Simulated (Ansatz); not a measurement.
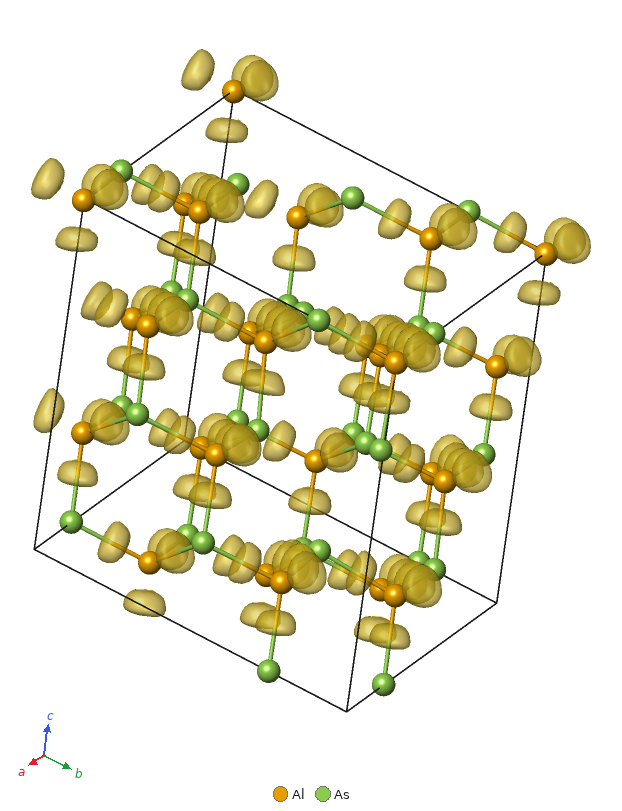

Al$_{15}$As$_{16}$ (cell with a defect). Isosurface of the electron localisation function at 0.8 (yellow), seen slightly off an axis. Core shells and regions of very low density are left out. Sticks mark near contacts.

Spin-polarised.

Theory: DFT PBE, scalar-relativistic, plane waves, PAW (Ansatz).

In a PAW calculation such maps are meaningful between the atoms, not at the nuclei.

Input file:

```
crystal:
  lattice:
    - [-5.7279123196, 5.7279123196, -5.7279123196]
    - [-5.7279123196, -5.7279123196, 5.7279123196]
    - [5.7279123196, 5.7279123196, 5.7279123196]
  atoms:
    - { symbol: Al, position: [0.5, 0.0, 0.5] }
    - { symbol: Al, position: [0.5, 0.75, 0.75] }
    - { symbol: Al, position: [0.25, 0.25, 0.5] }
    - { symbol: Al, position: [0.25, 0.0, 0.75] }
    - { symbol: Al, position: [0.25, 0.75, 0.0] }
    - { symbol: Al, position: [0.0, 0.5, 0.5] }
    - { symbol: Al, position: [0.0, 0.25, 0.75] }
    - { symbol: Al, position: [0.0, 0.0, 0.0] }
    - { symbol: Al, position: [0.0, 0.75, 0.25] }
    - { symbol: Al, position: [0.75, 0.5, 0.75] }
    - { symbol: Al, position: [0.75, 0.25, 0.0] }
    - { symbol: Al, position: [0.75, 0.0, 0.25] }
    - { symbol: Al, position: [0.5, 0.5, 0.0] }
    - { symbol: Al, position: [0.5, 0.25, 0.25] }
    - { symbol: Al, position: [0.25, 0.5, 0.25] }
    - { symbol: As, position: [0.0, 0.0, 0.75], spin: 0.25 }
    - { symbol: As, position: [0.75, 0.25, 0.75] }
    - { symbol: As, position: [0.75, 0.0, 0.0] }
    - { symbol: As, position: [0.5, 0.5, 0.75] }
    - { symbol: As, position: [0.5, 0.25, 0.0] }
    - { symbol: As, position: [0.5, 0.0, 0.25] }
    - { symbol: As, position: [0.25, 0.75, 0.75] }
    - { symbol: As, position: [0.25, 0.5, 0.0] }
    - { symbol: As, position: [0.25, 0.25, 0.25] }
    - { symbol: As, position: [0.25, 0.0, 0.5] }
    - { symbol: As, position: [0.0, 0.75, 0.0] }
    - { symbol: As, position: [0.0, 0.5, 0.25] }
    - { symbol: As, position: [0.0, 0.25, 0.5] }
    - { symbol: As, position: [0.75, 0.75, 0.25], spin: 0.25 }
    - { symbol: As, position: [0.75, 0.5, 0.5], spin: 0.25 }
    - { symbol: As, position: [0.5, 0.75, 0.5], spin: 0.25 }
  host:
    lattice:
      - [0.0, 2.8639561598, 2.8639561598]
      - [2.8639561598, 0.0, 2.8639561598]
      - [2.8639561598, 2.8639561598, 0.0]
    atoms:
      - { symbol: Al, position: [0.0, 0.0, 0.0] }
      - { symbol: As, position: [0.75, 0.75, 0.75] }
basis:
  ecutwfc: 420
  xc_grid: 2
kpoints:
  mp_grid: { grid: [2, 2, 2], shift: [0.0, 0.0, 0.0] }
hamiltonian:
  xc: pbe
scf:
  occupations: { method: gaussian, width: 0.01 }
output:
  forces: true
  stress: false
  eigenvalues: true
  populations: true
  charged_corrections:
    defect_position: [0.75, 0.75, 0.5]
    epsilon: [[11.5641, 0.0, 0.0], [0.0, 11.5641, 0.0], [0.0, 0.0, 11.5641]]
  write_density: true
  write_potential: true
  elf: true
  volumetric_format: npy
magnetization:
  spin_polarized: true
relax:
  adjacent_minimum: "off"
  f_tol: 0.025
  max_steps: 45
```

Run with:

```sh
ansatz run input.yaml --threads 4 --pin off --max-ram 8192MiB --backend cpu --events-out ev --progress --plain --runs-dir out
```

The fields are those of the run's last geometry, not of the input's.

Q: What do the ELF domains correspond to?

A: The surface consists of 60 regions between bonded Al–As atoms, counted in one cell of 31 atoms. Any copies at cell faces, edges or corners count once.

Values along the shortest contacts:
Al–As (2.48 Å): the ELF peaks at about 0.90 between the atoms.
